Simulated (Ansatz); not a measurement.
## MgO: single-point calculation

The run: single-point calculation of MgO (8 atoms in the cell). Method and program: DFT PBE, scalar-relativistic, plane waves, PAW, no spin polarisation (Ansatz 0.2.0).

The structure was made by swapping elements on the sites of another compound; it need not be a known phase. It belongs to a series of runs on one base structure; here: BeAu type (P2_13, No. 198). Figures and captions count atoms from 1; the log counts them from 0 in places.

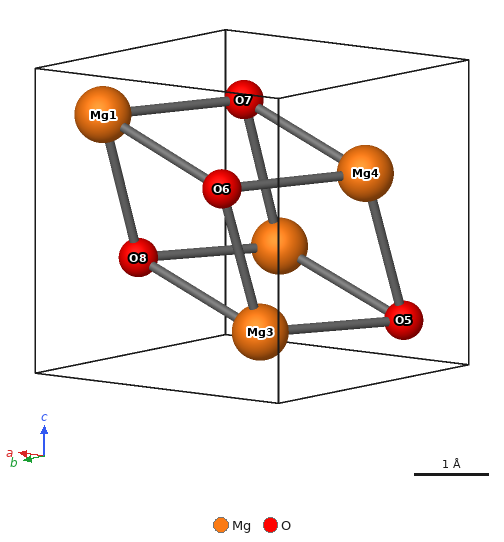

The structure as given in the input (ball-and-stick view of the cell of the calculation, seen at an oblique angle; atoms are numbered from 1 in the order of the input). Near neighbours in the crystal (not all of them lie inside the picture): Mg has 7 O at 2.21 to 2.26 Å; O has 7 Mg at 2.21 to 2.26 Å.

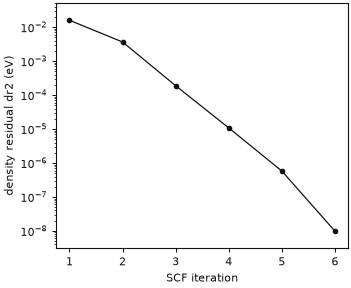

Convergence of the self-consistent field: density residual dr2 against the SCF iteration. The residual falls at every step.

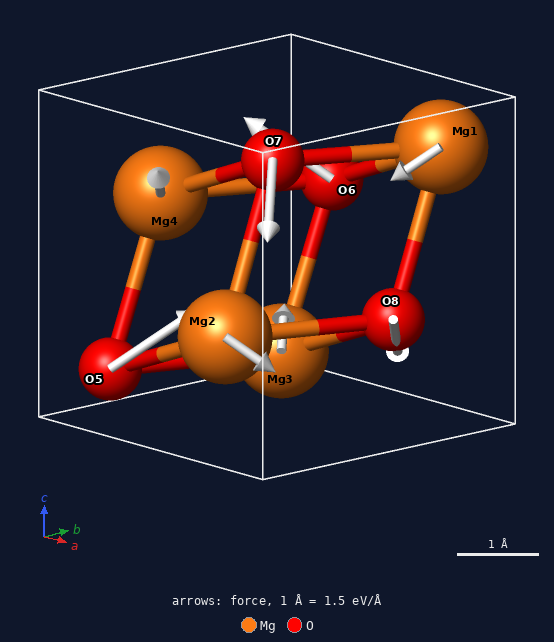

Forces on the atoms as white arrows (ball-and-stick view of the cell of the calculation, seen at an oblique angle; atoms are numbered from 1 in the order of the input). The largest act on all 4 O atoms (2.01 eV/Å); all 4 Mg atoms (1.16 eV/Å). The geometry is not a stationary point of this energy.

The input and output of the run follow.

**Input**
```yaml
crystal:
  lattice:
    - [4.1757874696, 0.0, 0.0]
    - [0.0, 4.1757874696, 0.0]
    - [0.0, 0.0, 4.1757874696]
  atoms:
    - { symbol: Mg, position: [0.844, 0.844, 0.844] }
    - { symbol: Mg, position: [0.656, 0.156, 0.344] }
    - { symbol: Mg, position: [0.344, 0.656, 0.156] }
    - { symbol: Mg, position: [0.156, 0.344, 0.656] }
    - { symbol: O, position: [0.15, 0.15, 0.15] }
    - { symbol: O, position: [0.35, 0.85, 0.65] }
    - { symbol: O, position: [0.65, 0.35, 0.85] }
    - { symbol: O, position: [0.85, 0.65, 0.35] }
basis:
  ecutwfc: 420
kpoints:
  mp_grid: { grid: [4, 4, 4] }
hamiltonian:
  xc: pbe
scf:
  occupations: { method: gaussian, width: 0.1 }
  lower_state_search: "off"
output:
  forces: true
  stress: true
  eigenvalues: true
```

Launch command:
```bash
ansatz run input.yaml --threads 1 --pin off --max-ram 2560MiB --backend cpu --events-out ev --progress --plain --runs-dir out
```

**Log**
```
Engine: ansatz 0.2.0, x86_64-unknown-linux-gnu
Pseudopotentials: kind: paw
Pseudopotential: Mg, paw, valence charge 10, recommended cutoff 420 eV (normal), Mg.paw.azcp
Pseudopotential: O, paw, valence charge 6, recommended cutoff 420 eV (normal), O.paw.azcp
Functional definition: PBE
  parameter kappa = 0.804
  parameter beta = 0.06672455060314922
  exchange = pbe_x(kappa = kappa, mu = beta*pi^2/3)
  correlation = pbe_c(beta = beta)
Crystal: 8 atoms, lattice volume = 72.814 Å³
Basis set: ecut = 420 eV, 1365 PW (Γ), exchange–correlation on 60×60×60 points (8 copies of the dense FFT grid, shifted against one another)
Bands: 40, of which v1, the nominal top of the filled ones, is band 32 counted from 1 (31 counted from 0)
Symmetry: 12 space group operations
Space group: P213 (ITA 198), of the structure as read, at distance tolerance 4.2e-5 Å
k-points: 11 of 64 (time reversal used)
Non-local potential: Mg, projectors of the file, l = 0: 3, l = 1: 2, l = 2: 1
Non-local potential: O, projectors of the file, l = 0: 2, l = 1: 2, l = 2: 1
PAW form: soft (Blöchl's): semilocal exchange-correlation on the pseudo side does not see the compensation charge
PAW one-centre angular grid: Mg, 110 points (default); XC on 64 Gauss nodes
PAW one-centre angular grid: O, 110 points (default); XC on 64 Gauss nodes
Initial density: superposition of atomic densities (neutral atoms: chi_scale 0, normalization atom), corrected by the library's trained network
Initial wavefunctions: pseudopotential atomic-orbital guess
Functional: x = pbe(κ = 0.804, μ = 0.2195149727645171), c = pbe(β = 0.06672455060314922)
SCF iter   1: F=—  HF=-9967.908036 eV  |F-HF|=—  |Δ(HF+E_count)|=         —  Δρ=4.61e-3  dr2=1.60e-2  ethr=1.77e-3  ⟨swp⟩=7.4  Hψ=2034  notcnv=0
preconditioner: auto → Resta (q_TF=auto, 2.670 Å⁻¹)  ε∞=4.0  [insulator: Δε(μ)=1.810 eV  Ē_g=14.101 eV  σ=0.100 eV  W_gap=1.00  n_scr=26 (ndim 8)  ℏωp=24.6 eV  f_vac=0.000  D(μ)=0.00/eV (n_scr^D=0)  ε∞_Penn≈4.0]
SCF iter   2: F=—  HF=-9967.905814 eV  |F-HF|=—  |Δ(HF+E_count)|=   2.22e-3  Δρ=2.03e-3  dr2=3.66e-3  ethr=2.50e-5  ⟨swp⟩=2.1  Hψ=638  notcnv=0
SCF iter   3: F=—  HF=-9967.905591 eV  |F-HF|=—  |Δ(HF+E_count)|=   2.23e-4  Δρ=4.78e-4  dr2=1.89e-4  ethr=5.71e-6  ⟨swp⟩=2.0  Hψ=526  notcnv=0
automatic band count: iteration 3 solves 37 bands in place of 40: the levels show a gap, and the empty bands left out lie too high to hold charge; the band table lists the bands solved (type scf.n_extra_bands for more)
SCF iter   4: F=—  HF=-9967.905557 eV  |F-HF|=—  |Δ(HF+E_count)|=   3.40e-5  Δρ=1.27e-4  dr2=1.08e-5  ethr=2.95e-7  ⟨swp⟩=2.5  Hψ=757  notcnv=0
SCF iter   5: F=—  HF=-9967.905723 eV  |F-HF|=—  |Δ(HF+E_count)|=   1.66e-4  Δρ=4.44e-5  dr2=5.79e-7  ethr=1.68e-8  ⟨swp⟩=2.5  Hψ=748  notcnv=0
SCF iter   6: F=-9967.905724 eV  HF=-9967.905724 eV  |F-HF|=1.58e-8  |Δ(HF+E_count)|=   5.26e-7  Δρ=6.11e-6  dr2=9.85e-9  ethr=1.56e-10  ⟨swp⟩=8.1  Hψ=1761  notcnv=0
SCF 1 converged in 6 iterations: F = -9967.905724 eV  dr2 = 9.85e-9
  greatest PAW one-centre occupation: 1.000 electrons in one spin orbital (limit 2), on the Mg atom at site 2 (counted from 0), in its partial waves of l = 0
SCF converged after 6 iterations
Free energy (F): -9967.905724 eV
Harris-Foulkes:  -9967.905724 eV  (|F-HF|=1.58e-8)
Internal energy: -9967.905724 eV  (E = F + TS)
E sigma→0 (E₀):  -9967.905724 eV
Fermi energy:    10.640984 eV
--- Per-component energies (eV) ---
  E_band       = -1151.146818
  E_kinetic    = 1020.373060
  E_local      = -6219.338112  (includes V_loc(G=0)·N_el)
  E_nonlocal   = 572.420801
  E_hartree    = 2132.025842
  E_xc         = -420.370241
  E_vxc        = -538.797174  (∫ρ·V_xc dr)
  E_paw        = -1799.353411  (= ΣΔE_a)
  E_vpaw       = -249.859975  (= ΣTr[D̂ρ^β])
  E_aug_tail   = 0.009634  (compensation charges beyond the density's cutoff)
  E_ewald      = -5253.673297
  E_smearing   = -0.000000  (= −TS)
  E_closure    = -0.000000  (closes the sum)
  Σ components = -9967.905724   (vs F -9967.905724, Δ=0.00e0)
--- Forces (eV/Å), atoms counted from 1 ---
  atom   1  Mg    -0.66706247    -0.66706247    -0.66706247
  atom   2  Mg     0.66706247     0.66706247    -0.66706247
  atom   3  Mg    -0.66706247     0.66706247     0.66706247
  atom   4  Mg     0.66706247    -0.66706247     0.66706247
  atom   5  O      1.16225970     1.16225970     1.16225970
  atom   6  O     -1.16225970    -1.16225970     1.16225970
  atom   7  O      1.16225970    -1.16225970    -1.16225970
  atom   8  O     -1.16225970     1.16225970    -1.16225970
  max |Σ_I F_I| component: 2.22e-16 eV/Å
--- Stress (GPa, compression-positive) ---
       11.727140      -0.000000       0.000000
       -0.000000      11.727140      -0.000000
        0.000000       0.000000      11.727140
  P = ⅓ Tr σ = 11.7271 GPa (117.271 kbar)
--- Band table (eV; the first three rows and the last of 11) ---
  k-point 0: bands = ["-64.6649", "-64.6311", "-64.6311", "-64.6311", "-31.4993", "-31.4993", "-31.4993", "-31.4149", "-31.4149", "-31.4119", "-31.4119", "-31.4119", "-31.3229", "-31.3229", "-31.3229", "-31.2666", "-8.4427", "-6.2854", "-6.2854", "-6.2854", "5.3154", "5.3154", "5.3154", "6.6019", "6.6019", "6.6019", "8.2108", "8.2108", "8.9046", "8.9719", "8.9719", "8.9719", "11.5679", "15.7617", "15.7617", "15.7618", "19.9150"]
  k-point 1: bands = ["-64.6611", "-64.6399", "-64.6300", "-64.6272", "-31.5187", "-31.5089", "-31.4685", "-31.4296", "-31.4263", "-31.4118", "-31.4045", "-31.3924", "-31.3263", "-31.3262", "-31.3138", "-31.2743", "-8.1982", "-6.8335", "-6.2123", "-6.0483", "4.8197", "5.3352", "5.8076", "6.1907", "6.3683", "7.2571", "7.5676", "8.4936", "8.6328", "8.7530", "8.9589", "9.0796", "12.9680", "15.3882", "15.5824", "15.7467", "18.8306"]
  k-point 2: bands = ["-64.6513", "-64.6513", "-64.6277", "-64.6277", "-31.5209", "-31.5209", "-31.4407", "-31.4407", "-31.4270", "-31.4270", "-31.3910", "-31.3910", "-31.3284", "-31.3284", "-31.2939", "-31.2939", "-7.5696", "-7.5696", "-6.0735", "-6.0735", "5.0890", "5.0890", "5.5970", "5.5970", "7.1022", "7.1022", "7.7914", "7.7914", "8.8503", "8.8503", "8.9713", "8.9713", "14.6879", "14.6879", "15.5197", "15.5197", "19.4535"]
  k-point 10: bands = ["-64.6395", "-64.6395", "-64.6395", "-64.6395", "-31.5066", "-31.5066", "-31.5066", "-31.5066", "-31.3807", "-31.3807", "-31.3807", "-31.3807", "-31.3160", "-31.3160", "-31.3160", "-31.3160", "-6.7814", "-6.7814", "-6.7814", "-6.7814", "4.3575", "4.3575", "4.3575", "4.3575", "8.0827", "8.0827", "8.0827", "8.0827", "9.3694", "9.3694", "9.3694", "9.3694", "15.5743", "15.5743", "15.5743", "15.5743", "20.7388"]
```

**Summary**

```tsv
quantity	value
outcome	converged
space group (tolerance 0.01 Å)	P2₁3 (198)
electrons treated	64
free energy	−9967.9057 eV
Fermi energy	10.641 eV
gap on the k-point mesh	1.86 eV
pressure	11.73 GPa
largest force (length of the vector)	2.013 eV/Å
hardware	1 thread of Intel Xeon @ 2.50GHz (Skylake/Cascade Lake), 192 GiB of memory available, shared host
wall time	3.9 s
peak memory	0.35 GiB
```

**Notes**

The cell is under a pressure of 11.7 GPa at this level, so it is not at its equilibrium volume.
